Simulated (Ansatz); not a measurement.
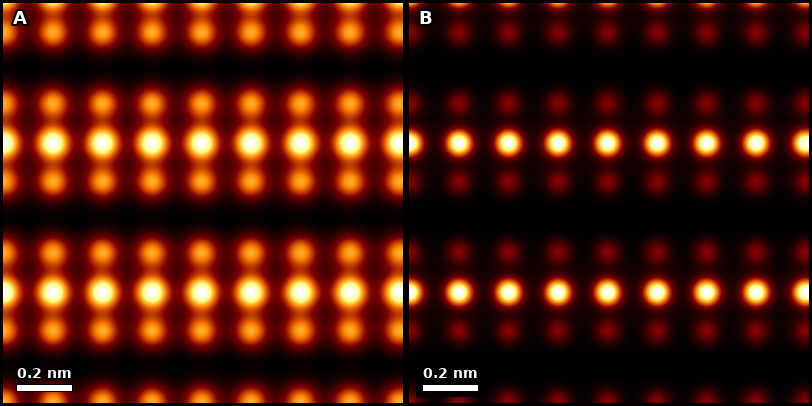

Two simulated images of the same area of PtSe$_{2}$ (R3m, No. 160) along [210], with a probe of 0.73 Å. One is incoherent Z contrast (Z^1.7 per atom), the other the projected potential of neutral atoms blurred by the probe (iDPC-like, thin sample). Brightness is counted from the darkest point of the image. Structure: the geometry given to an electronic-structure calculation, possibly off equilibrium; the starting structure was generated, so it need not be a known form of this composition.

**Which panel is which, and how can one tell?**

B is the Z-contrast image and A the potential image. The columns of 1 Se per repeat reach about 25 % of the brightest peak (1 Pt) in B but about 57 % in A, mainly since the potential grows much more slowly with atomic number.
